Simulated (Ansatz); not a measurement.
## Run report: AlN, geometry relaxation

System: AlN (F-43m, 2 atoms in the cell).
Method: DFT, r2SCAN, plane waves, PAW, no spin polarisation (Ansatz 0.2.0).

The structure was built on a prototype by a generator. The geometry comes from this level: PBE.

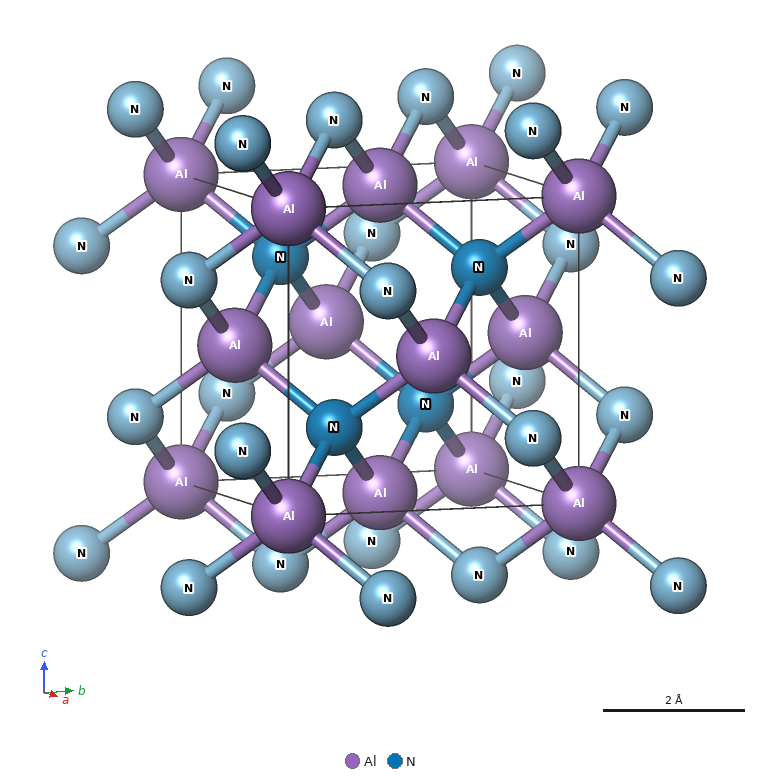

The input geometry (ball-and-stick view of the cell 4 times as large as that of the calculation, set on its symmetry axes, seen slightly off an axis; neighbours outside the cell are drawn fainter).

Results in brief

| quantity | value |
| --- | --- |
| outcome | converged |
| space group (tolerance 0.01 Å) | F-43m (216) |
| electrons treated | 8 |
| free energy | −928.4372 eV |
| Fermi energy | 8.673 eV |
| pressure | 0.00 GPa |
| final volume | 20.86 Å³ |
| largest force (length of the vector) at the end | under 0.001 eV/Å |
| final cell | a = 3.090 Å, b = 3.090 Å, c = 3.090 Å, α = 60.00°, β = 60.00°, γ = 60.00° |
| hardware | 8 threads of Intel Xeon (Granite Rapids), 64 GiB of memory available, shared host |
| wall time | 1.3 s (CPU time 6.3 s) |
| peak memory | 0.42 GiB |

Input
```yaml
crystal:
  lattice:
    - [0.0, 2.2015394219, 2.2015394219]
    - [2.2015394219, 0.0, 2.2015394219]
    - [2.2015394219, 2.2015394219, 0.0]
  atoms:
    - { symbol: Al, position: [0.0, 0.0, 0.0] }
    - { symbol: "N", position: [0.25, 0.25, 0.25] }
kpoints:
  mp_grid: { grid: [10, 10, 10] }
hamiltonian:
  xc: r2scan
scf:
  occupations: { method: fermi_dirac, width: 0.02 }
relax:
  f_tol: 0.005
  cell: {}
```

Command:
```bash
ansatz run input.yaml --threads 8 --pin off --max-ram 12902MiB --backend cpu --events-out ev --progress --plain --runs-dir out
```

What the program printed
```
Engine: ansatz 0.2.0, x86_64-unknown-linux-gnu
Pseudopotentials: kind: paw
Pseudopotential: Al, paw, valence charge 3, recommended cutoff 500 eV (meta_gga), Al.paw.azcp
Pseudopotential: N, paw, valence charge 5, recommended cutoff 500 eV (meta_gga), N.paw.azcp
Functional definition: r2SCAN
  parameter k0 = 0.174
  parameter k1 = 0.065
  parameter a1 = 4.9479
  exchange = r2scan_x(k0 = k0, k1 = k1, a1 = a1)
  correlation = r2scan_c
Crystal: 2 atoms, lattice volume = 21.341 Å³
Basis set: ecut = 500 eV, 537 PW (Γ), exchange–correlation on 96×96×96 points (64 copies of the dense FFT grid, shifted against one another)
Bands: 8, of which v1, the nominal top of the filled ones, is band 4 counted from 1 (3 counted from 0)
Symmetry: 24 space group operations
Space group: F-43m (ITA 216), of the structure as read, at distance tolerance 2.8e-5 Å
k-points: 47 of 1000 (time reversal used)
Non-local potential: Al, projectors of the file, l = 0: 2, l = 1: 2, l = 2: 1
Non-local potential: N, projectors of the file, l = 0: 2, l = 1: 2, l = 2: 1
PAW form: soft (Blöchl's): semilocal exchange-correlation on the pseudo side does not see the compensation charge
PAW frozen core: Al, regenerated for the run's functional (the file was generated under x = pbe(κ = 0.804, μ = 0.2195149727645171), c = pbe(β = 0.06672455060314922))
PAW frozen core: N, regenerated for the run's functional (the file was generated under x = pbe(κ = 0.804, μ = 0.2195149727645171), c = pbe(β = 0.06672455060314922))
PAW one-centre angular grid: Al, 302 points (default); XC on 160 Gauss nodes
PAW one-centre angular grid: N, 302 points (default); XC on 160 Gauss nodes
Initial density: superposition of atomic densities (neutral atoms: chi_scale 0, normalization atom), corrected by the library's trained network
Initial wavefunctions: pseudopotential atomic-orbital guess
Functional: x = r2scan, c = r2scan; τ floored in thin density (d = 2e-4 eV/Å³)
SCF iter   1: F=—  HF=-928.362406 eV  |F-HF|=—  |Δ(HF+E_count)|=         —  Δρ=6.92e-3  dr2=1.12e-2  dr2_τ=1.47e-1  ethr=1.77e-3  ⟨swp⟩=5.2  Hψ=2829  notcnv=0
preconditioner: auto → none  [insulator: Δε(μ)=3.957 eV  Ē_g=16.331 eV  σ=0.020 eV  W_gap=1.00  n_scr=0 (ndim 8)  ℏωp=22.7 eV  f_vac=0.000  D(μ)=0.00/eV (n_scr^D=0)  ε∞_Penn≈2.9]
SCF iter   2: F=—  HF=-928.430441 eV  |F-HF|=—  |Δ(HF+E_count)|=   6.80e-2  Δρ=4.59e-3  dr2=1.96e-3  dr2_τ=2.15e-4  ethr=1.39e-4  ⟨swp⟩=2.6  Hψ=1160  notcnv=0
SCF iter   3: F=—  HF=-928.430230 eV  |F-HF|=—  |Δ(HF+E_count)|=   2.11e-4  Δρ=1.09e-3  dr2=1.78e-4  dr2_τ=3.95e-5  ethr=2.44e-5  ⟨swp⟩=2.0  Hψ=564  notcnv=0
SCF iter   4: F=—  HF=-928.430202 eV  |F-HF|=—  |Δ(HF+E_count)|=   2.86e-5  Δρ=2.35e-4  dr2=1.32e-5  dr2_τ=7.01e-7  ethr=2.23e-6  ⟨swp⟩=2.2  Hψ=572  notcnv=0
SCF iter   5: F=—  HF=-928.430198 eV  |F-HF|=—  |Δ(HF+E_count)|=   4.23e-6  Δρ=4.08e-5  dr2=3.98e-7  dr2_τ=3.87e-8  ethr=1.65e-7  ⟨swp⟩=2.6  Hψ=544  notcnv=0
SCF iter   6: F=-928.430198 eV  HF=-928.430198 eV  |F-HF|=1.88e-8  |Δ(HF+E_count)|=   5.41e-8  Δρ=1.42e-5  dr2=5.03e-8  dr2_τ=9.48e-10  ethr=1.25e-9  ⟨swp⟩=4.0  Hψ=1120  notcnv=0
SCF 1 converged in 6 iterations: F = -928.430198 eV  dr2 = 5.03e-8
  greatest PAW one-centre occupation: 0.792 electrons in one spin orbital (limit 2), on the N atom at site 1 (counted from 0), in its partial waves of l = 0
relax step   1: F+E_penalty+E_count = -928.43019756 eV  Δ(F+E_penalty+E_count) = +0.000e0 eV  max|allowed force component| = 2.174e-16 eV/Å  Δτ_max = 0.0000 Å  P = -4.586 GPa  Ω = 21.341 Å³  (6 SCF iters, dr2 threshold 1.00e-7 eV, accepted)
Crystal: 2 atoms, lattice volume = 21.088 Å³
Basis set: ecut = 500 eV, 531 PW (Γ), exchange–correlation on 96×96×96 points (64 copies of the dense FFT grid, shifted against one another)
Initial density: handed on by an earlier stage of this run
Initial wavefunctions: those handed on with the density
iter 1 solved again at ethr=1.93e-5 eV; its pass at ethr=3.10e-3 eV (dr2=1.55e-3 eV) is discarded
SCF iter   1: F=—  HF=-928.435683 eV  |F-HF|=—  |Δ(HF+E_count)|=         —  Δρ=2.51e-3  dr2=1.55e-3  dr2_τ=7.66e-4  ethr=1.93e-5  ⟨swp⟩=1.0  Hψ=2943  notcnv=0
automatic band count: iteration 1 solves 7 bands in place of 8: the levels show a gap, and the empty bands left out lie too high to hold charge; the band table lists the bands solved (type scf.n_extra_bands for more)
preconditioner: auto → none  [insulator: Δε(μ)=3.963 eV  Ē_g=15.474 eV  σ=0.020 eV  W_gap=1.00  n_scr=0 (ndim 8)  ℏωp=22.9 eV  f_vac=0.000  D(μ)=0.00/eV (n_scr^D=0)  ε∞_Penn≈3.2]
SCF iter   2: F=—  HF=-928.435679 eV  |F-HF|=—  |Δ(HF+E_count)|=   4.63e-6  Δρ=9.17e-4  dr2=9.71e-5  dr2_τ=6.72e-5  ethr=1.93e-5  ⟨swp⟩=2.0  Hψ=644  notcnv=0
SCF iter   3: F=—  HF=-928.435665 eV  |F-HF|=—  |Δ(HF+E_count)|=   1.38e-5  Δρ=2.71e-4  dr2=1.18e-5  dr2_τ=6.58e-7  ethr=1.21e-6  ⟨swp⟩=2.5  Hψ=490  notcnv=0
SCF iter   4: F=—  HF=-928.435665 eV  |F-HF|=—  |Δ(HF+E_count)|=   6.70e-8  Δρ=5.84e-5  dr2=5.08e-7  dr2_τ=5.17e-8  ethr=1.47e-7  ⟨swp⟩=2.1  Hψ=517  notcnv=0
SCF iter   5: F=-928.435665 eV  HF=-928.435665 eV  |F-HF|=1.66e-8  |Δ(HF+E_count)|=   1.15e-7  Δρ=1.18e-5  dr2=2.58e-8  dr2_τ=1.25e-9  ethr=2.50e-9  ⟨swp⟩=4.0  Hψ=1011  notcnv=0
SCF 2 converged in 5 iterations: F = -928.435665 eV  dr2 = 2.58e-8
  greatest PAW one-centre occupation: 0.793 electrons in one spin orbital (limit 2), on the N atom at site 1 (counted from 0), in its partial waves of l = 0
relax step   2: F+E_penalty+E_count = -928.43566483 eV  Δ(F+E_penalty+E_count) = -5.467e-3 eV  max|allowed force component| = 3.469e-17 eV/Å  Δτ_max = 0.0000 Å  P = -2.234 GPa  Ω = 21.088 Å³  energy of the carried Pulay correction = +6.028e-5 eV  (5 SCF iters, dr2 threshold 2.00e-7 eV, accepted)
Crystal: 2 atoms, lattice volume = 20.853 Å³
iter 1 solved again at ethr=1.70e-5 eV; its pass at ethr=3.10e-3 eV (dr2=1.36e-3 eV) is discarded
SCF iter   1: F=—  HF=-928.437339 eV  |F-HF|=—  |Δ(HF+E_count)|=         —  Δρ=2.37e-3  dr2=1.36e-3  dr2_τ=6.81e-4  ethr=1.70e-5  ⟨swp⟩=1.0  Hψ=2928  notcnv=0
automatic band count: iteration 1 solves 7 bands in place of 8: the levels show a gap, and the empty bands left out lie too high to hold charge; the band table lists the bands solved (type scf.n_extra_bands for more)
preconditioner: auto → none  [insulator: Δε(μ)=3.971 eV  Ē_g=15.581 eV  σ=0.020 eV  W_gap=1.00  n_scr=0 (ndim 8)  ℏωp=23.0 eV  f_vac=0.000  D(μ)=0.00/eV (n_scr^D=0)  ε∞_Penn≈3.2]
SCF iter   2: F=—  HF=-928.437333 eV  |F-HF|=—  |Δ(HF+E_count)|=   6.41e-6  Δρ=8.49e-4  dr2=8.13e-5  dr2_τ=5.83e-5  ethr=1.70e-5  ⟨swp⟩=2.0  Hψ=644  notcnv=0
SCF iter   3: F=—  HF=-928.437323 eV  |F-HF|=—  |Δ(HF+E_count)|=   1.03e-5  Δρ=2.53e-4  dr2=1.01e-5  dr2_τ=5.77e-7  ethr=1.02e-6  ⟨swp⟩=2.5  Hψ=494  notcnv=0
SCF iter   4: F=—  HF=-928.437323 eV  |F-HF|=—  |Δ(HF+E_count)|=   4.81e-8  Δρ=5.44e-5  dr2=4.22e-7  dr2_τ=4.41e-8  ethr=1.26e-7  ⟨swp⟩=2.0  Hψ=517  notcnv=0
SCF iter   5: F=-928.437322 eV  HF=-928.437323 eV  |F-HF|=1.41e-8  |Δ(HF+E_count)|=   9.41e-8  Δρ=1.10e-5  dr2=2.20e-8  dr2_τ=1.09e-9  ethr=2.50e-9  ⟨swp⟩=4.0  Hψ=998  notcnv=0
SCF 3 converged in 5 iterations: F = -928.437322 eV  dr2 = 2.20e-8
  greatest PAW one-centre occupation: 0.794 electrons in one spin orbital (limit 2), on the N atom at site 1 (counted from 0), in its partial waves of l = 0
relax step   3: F+E_penalty+E_count = -928.43732249 eV  Δ(F+E_penalty+E_count) = -1.658e-3 eV  max|allowed force component| = 1.249e-16 eV/Å  Δτ_max = 0.0000 Å  P = +0.074 GPa  Ω = 20.853 Å³  energy of the carried Pulay correction = +1.169e-4 eV  (5 SCF iters, dr2 threshold 2.00e-7 eV, accepted)
Crystal: 2 atoms, lattice volume = 20.860 Å³
iter 1 solved again at ethr=2.13e-8 eV; its pass at ethr=3.10e-3 eV (dr2=1.71e-6 eV) is discarded
SCF iter   1: F=—  HF=-928.437323 eV  |F-HF|=—  |Δ(HF+E_count)|=         —  Δρ=8.50e-5  dr2=1.70e-6  dr2_τ=7.17e-7  ethr=2.13e-8  ⟨swp⟩=1.0  Hψ=2811  notcnv=0
automatic band count: iteration 1 solves 7 bands in place of 8: the levels show a gap, and the empty bands left out lie too high to hold charge; the band table lists the bands solved (type scf.n_extra_bands for more)
preconditioner: auto → none  [insulator: Δε(μ)=3.940 eV  Ē_g=15.557 eV  σ=0.020 eV  W_gap=1.00  n_scr=0 (ndim 8)  ℏωp=23.0 eV  f_vac=0.000  D(μ)=0.00/eV (n_scr^D=0)  ε∞_Penn≈3.2]
SCF iter   2: F=—  HF=-928.437322 eV  |F-HF|=—  |Δ(HF+E_count)|=   1.01e-7  Δρ=2.90e-5  dr2=9.81e-8  dr2_τ=7.30e-8  ethr=2.13e-8  ⟨swp⟩=2.0  Hψ=500  notcnv=0
SCF iter   3: F=-928.437322 eV  HF=-928.437322 eV  |F-HF|=1.75e-9  |Δ(HF+E_count)|=   1.78e-8  Δρ=8.10e-6  dr2=1.02e-8  dr2_τ=5.12e-10  ethr=1.70e-10  ⟨swp⟩=4.5  Hψ=1061  notcnv=0
SCF 4 converged in 3 iterations: F = -928.437322 eV  dr2 = 1.02e-8
relax step   4: F+E_penalty+E_count = -928.43732239 eV  Δ(F+E_penalty+E_count) = +1.067e-7 eV  max|allowed force component| = 1.527e-16 eV/Å  Δτ_max = 0.0000 Å  P = -0.000 GPa  Ω = 20.860 Å³  energy of the carried Pulay correction = +1.151e-4 eV  (3 SCF iters, dr2 threshold 1.36e-8 eV, accepted)
Initial wavefunctions: pseudopotential atomic-orbital guess (no wavefunctions were taken with the density)
iter 1 solved again at ethr=3.28e-8 eV; its pass at ethr=3.10e-3 eV (dr2=2.62e-6 eV) is discarded
SCF iter   1: F=—  HF=-928.437200 eV  |F-HF|=—  |Δ(HF+E_count)|=         —  Δρ=4.15e-5  dr2=4.43e-8  dr2_τ=9.51e-8  ethr=3.28e-8  ⟨swp⟩=3.0  Hψ=3897  notcnv=0
preconditioner: auto → none  [insulator: Δε(μ)=3.941 eV  Ē_g=16.504 eV  σ=0.020 eV  W_gap=1.00  n_scr=0 (ndim 8)  ℏωp=23.0 eV  f_vac=0.000  D(μ)=0.00/eV (n_scr^D=0)  ε∞_Penn≈2.9]
SCF iter   2: F=—  HF=-928.437201 eV  |F-HF|=—  |Δ(HF+E_count)|=   2.75e-7  Δρ=2.04e-5  dr2=9.99e-9  dr2_τ=9.68e-9  ethr=5.54e-10  ⟨swp⟩=2.0  Hψ=564  notcnv=0
SCF iter   3: F=—  HF=-928.437201 eV  |F-HF|=—  |Δ(HF+E_count)|=   2.65e-8  Δρ=8.83e-7  dr2=4.72e-11  dr2_τ=2.49e-11  ethr=1.25e-10  ⟨swp⟩=2.0  Hψ=564  notcnv=0
SCF iter   4: F=—  HF=-928.437201 eV  |F-HF|=—  |Δ(HF+E_count)|=  1.53e-10  Δρ=4.83e-7  dr2=3.30e-11  dr2_τ=6.53e-12  ethr=1.00e-12  ⟨swp⟩=5.0  Hψ=1317  notcnv=0
SCF iter   5: F=-928.437201 eV  HF=-928.437201 eV  |F-HF|=6.82e-13  |Δ(HF+E_count)|=  3.18e-12  Δρ=4.54e-8  dr2=1.00e-13  dr2_τ=4.10e-14  ethr=1.00e-12  ⟨swp⟩=3.7  Hψ=1482  notcnv=0
SCF 5 converged in 5 iterations: F = -928.437201 eV  dr2 = 1.00e-13
relax step   5: F+E_penalty+E_count = -928.43720065 eV  Δ(F+E_penalty+E_count) = +1.217e-4 eV  max|allowed force component| = 1.642e-16 eV/Å  Δτ_max = 0.0000 Å  P = +0.005 GPa  Ω = 20.860 Å³  stress off target by 4.78e-3 GPa  SCF on the basis re-selected at this cell (its energy is not comparable with the rows above)  (5 SCF iters)
```

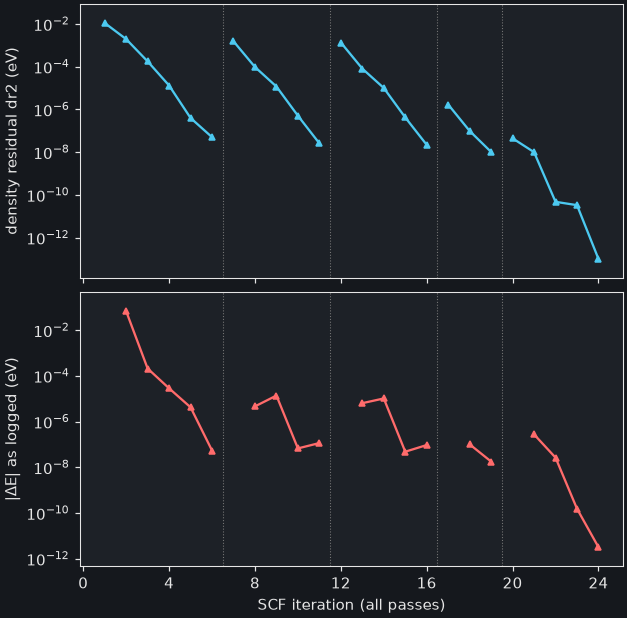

Convergence of the self-consistent field: density residual dr2 and size of the energy change against the SCF iteration. The dotted lines part the SCF passes of the relaxation: geometry steps, rejected trials and re-solves on a re-selected basis. The 5 passes take 3 to 6 iterations each, 24 in all.

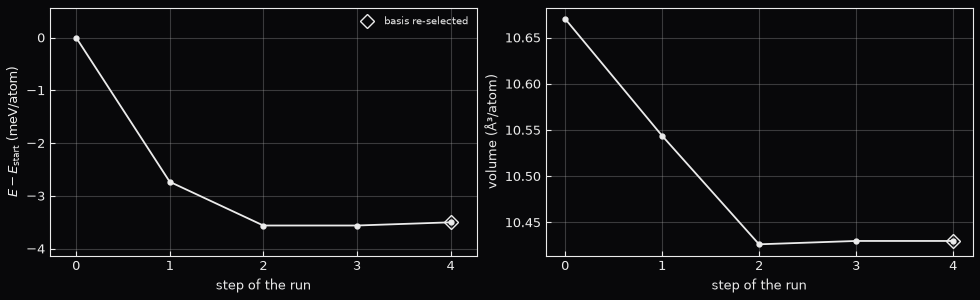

Progress of the relaxation, step by step (the first geometry is step 0 here and step 1 in the log).

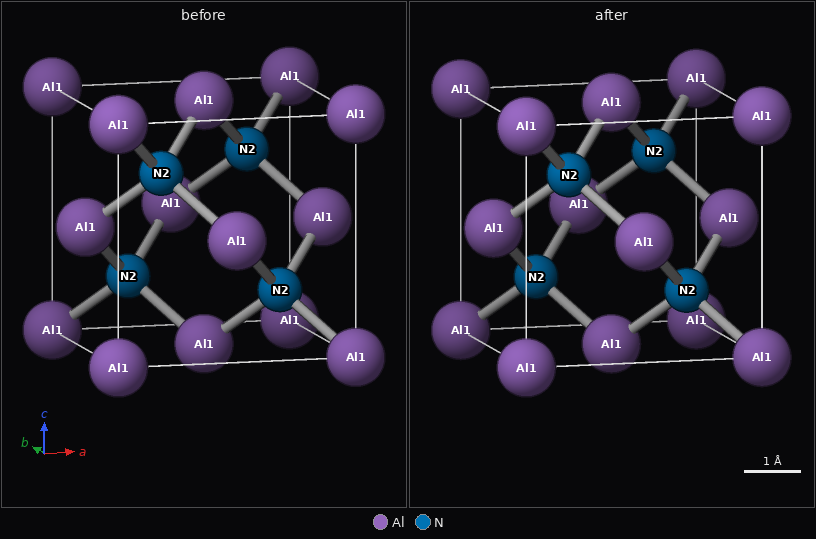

Before (left) and after (right) the relaxation, at one scale (ball-and-stick view of the cell 4 times as large as that of the calculation, set on its symmetry axes, seen slightly off an axis). The energy falls by 3.6 meV per atom in 3 geometry steps. All forces vanish by symmetry, so only the cell relaxes. The pressure goes from −4.59 to 0.00 GPa. The atoms keep their places relative to the cell (all moves are under 0.005 Å). The drawn cell changes as follows: a = b = c 4.403 → 4.370 Å (−0.8 %); the volume changes by −2.3 %. Among the contacts that change: Al1–N2 1.907 → 1.892 Å. The space group stays F-43m (No. 216). A last SCF at the same geometry on a re-selected plane-wave basis shifts the energy by +0.1 meV per atom. (Atoms are counted from 1 in the order of the input.)

```
basis re-selected at this cell: Δ(F+E_penalty+E_count) = +1.217e-4 eV, ΔP = +0.005 GPa vs the last step (what re-selecting the basis moved, of the pressure what is left beyond the Pulay correction that the steps carried, after the strain that the cell walked since its last selection, with what the two solves' SCF thresholds leave and, on support functions, any second-order correction that the steps lacked; it is no measure of the basis error at this ecutwfc). This SCF's stress stands 4.78e-3 GPa from its target on what of the cell is left free (relax.cell.stress_tol is 5.00e-2 GPa) and its largest allowed force component is 1.64e-16 eV/Å (relax.f_tol is 5.00e-3 eV/Å): within both
SCF converged after 5 iterations
Free energy (F): -928.437201 eV
Harris-Foulkes:  -928.437201 eV  (|F-HF|=6.82e-13)
Internal energy: -928.437201 eV  (E = F + TS)
E sigma→0 (E₀):  -928.437201 eV
Fermi energy:    8.672768 eV
--- Per-component energies (eV) ---
  E_band       = 11.406725
  E_kinetic    = 160.459711
  E_local      = -223.557990  (includes V_loc(G=0)·N_el)
  E_nonlocal   = 54.311388
  E_hartree    = 78.216206
  E_xc         = -98.826321
  E_vxc        = -119.110674  (∫ρ·V_xc dr)
  E_paw        = -602.466833  (= ΣΔE_a)
  E_vpaw       = -23.520752  (= ΣTr[D̂ρ^β])
  E_aug_tail   = 0.000016  (compensation charges beyond the density's cutoff)
  E_vtau       = 6.392615  (kinetic-family band-sum trace: ∫τ·v_τ [+ j·A + Jᵃ·Aᵃ] dr)
  E_ewald      = -296.483705
  E_core_change = -0.089673  (= ΣΔE_core)
  E_smearing   = -0.000000  (= −TS)
  E_closure    = 0.000000  (closes the sum)
  Σ components = -928.437201   (vs F -928.437201, Δ=0.00e0)
--- Forces (eV/Å), atoms counted from 1 ---
  atom   1  Al    -0.00000000    -0.00000000    -0.00000000
  atom   2  N      0.00000000     0.00000000     0.00000000
  max |Σ_I F_I| component: 1.90e-16 eV/Å
--- Stress (GPa, compression-positive) ---
        0.004777       0.000000       0.000000
        0.000000       0.004777       0.000000
        0.000000       0.000000       0.004777
  P = ⅓ Tr σ = 0.0048 GPa (0.048 kbar)
--- Relaxed structure (4 steps of the walk, 4 accepted, 1 SCFs on fresh bases) ---
  F+E_penalty+E_count = -928.43720065 eV   max|allowed force component| = 1.642e-16 eV/Å   (the final SCF, on the basis selected at the relaxed cell)
  cell:  # Å, volume = 20.8598 Å³
    - [7.651066075380624e-34, 2.1848764126894893, 2.1848764126894893]
    - [2.1848764126894893, 1.9537590509088995e-33, 2.1848764126894893]
    - [2.1848764126894893, 2.1848764126894893, 3.3780747652056945e-33]
  atoms:
    - { symbol: Al, position: [-3.2076387364098847e-34, 9.477114448483753e-35, 4.592755463495971e-34] }
    - { symbol: N, position: [0.24999999999999997, 0.24999999999999997, 0.24999999999999997] }
```

Trajectory as extended XYZ (Å, eV, eV/Å), 5 frames, from step=1 to step=5
```
2
Lattice="0.0000 2.2015 2.2015 2.2015 0.0000 2.2015 2.2015 2.2015 0.0000" Properties=species:S:1:pos:R:3:forces:R:3 step=1 energy=-928.43020 pressure_GPa=-4.59
Al    0.0000    0.0000    0.0000    0.0000   0.0000   0.0000
N     1.1008    1.1008    1.1008    0.0000   0.0000   0.0000
2
Lattice="0.0000 2.1928 2.1928 2.1928 0.0000 2.1928 2.1928 2.1928 0.0000" Properties=species:S:1:pos:R:3:forces:R:3 step=2 energy=-928.43566 pressure_GPa=-2.23
Al    0.0000    0.0000    0.0000    0.0000   0.0000   0.0000
N     1.0964    1.0964    1.0964    0.0000   0.0000   0.0000
2
Lattice="0.0000 2.1846 2.1846 2.1846 0.0000 2.1846 2.1846 2.1846 0.0000" Properties=species:S:1:pos:R:3:forces:R:3 step=3 energy=-928.43732 pressure_GPa=0.07
Al    0.0000    0.0000    0.0000    0.0000   0.0000   0.0000
N     1.0923    1.0923    1.0923    0.0000   0.0000   0.0000
2
Lattice="0.0000 2.1849 2.1849 2.1849 0.0000 2.1849 2.1849 2.1849 0.0000" Properties=species:S:1:pos:R:3:forces:R:3 step=4 energy=-928.43732 pressure_GPa=-0.00
Al    0.0000    0.0000    0.0000    0.0000   0.0000   0.0000
N     1.0924    1.0924    1.0924    0.0000   0.0000   0.0000
2
Lattice="0.0000 2.1849 2.1849 2.1849 0.0000 2.1849 2.1849 2.1849 0.0000" Properties=species:S:1:pos:R:3:forces:R:3 step=5 energy=-928.43720 pressure_GPa=0.00
Al    0.0000    0.0000    0.0000    0.0000   0.0000   0.0000
N     1.0924    1.0924    1.0924    0.0000   0.0000   0.0000
```
